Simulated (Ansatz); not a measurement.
System: WC, space group Fm-3m (No. 225).

The given structure:
```
CELL_PARAMETERS angstrom
4.34537 0.00000 0.00000
0.00000 -4.34537 0.00000
0.00000 0.00000 -4.34537
ATOMIC_POSITIONS crystal
W 0.00000 0.00000 0.00000
W 0.50000 0.50000 0.00000
W 0.50000 0.00000 0.50000
W 0.00000 0.50000 0.50000
C 0.50000 0.00000 0.00000
C 0.00000 0.50000 0.00000
C 0.00000 0.00000 0.50000
C 0.50000 0.50000 0.50000
```

Method: one atom of a crystal moved along a line, all else fixed, by plane-wave density functional theory with PAW datasets, free energies less that of the undisturbed cell; scalar-relativistic (Ansatz 0.2.0). Level: PBEsol, no spin polarisation.

| setting | value |
| --- | --- |
| wave cutoff | 420 eV |
| k mesh | 14×14×14 |
| occupations | Gaussian |
| smearing width | 0.15 eV |
| k shift | (0, 0, 0) (mesh steps) |
| start | relaxed |
| moved atom | 1 |
| direction | (0.7071, 0.7071, 0) (Cartesian unit vector) |

Describe the result: the energy change and force along the direction (sum over moved atoms) against displacement. The displacement takes the values −0.20, −0.10, 0.00, 0.15 Å.

The energy rises on both sides of the starting structure, which is therefore a minimum along this path. The energy change is 0.1581 eV/cell at displacement −0.20 Å and 0.0842 eV/cell at 0.15 Å; the lowest computed point is at displacement 0.00 Å (0.0000 eV/cell). The force along the direction (sum over moved atoms) falls from 1.79 eV/Å at displacement −0.20 Å to −1.20 eV/Å at 0.15 Å, and changes sign near 0.00 Å.

```csv
displacement (Å),energy change (eV/cell),force along the direction (sum over moved atoms) (eV/Å)
-0.20,0.1581,1.79
-0.10,0.0361,0.74
0.00,0.0000,0.00
0.15,0.0842,-1.20
```

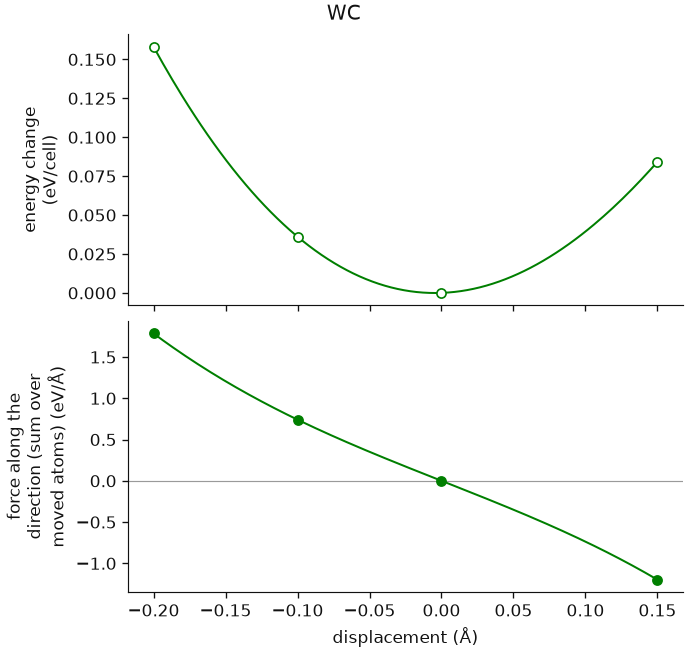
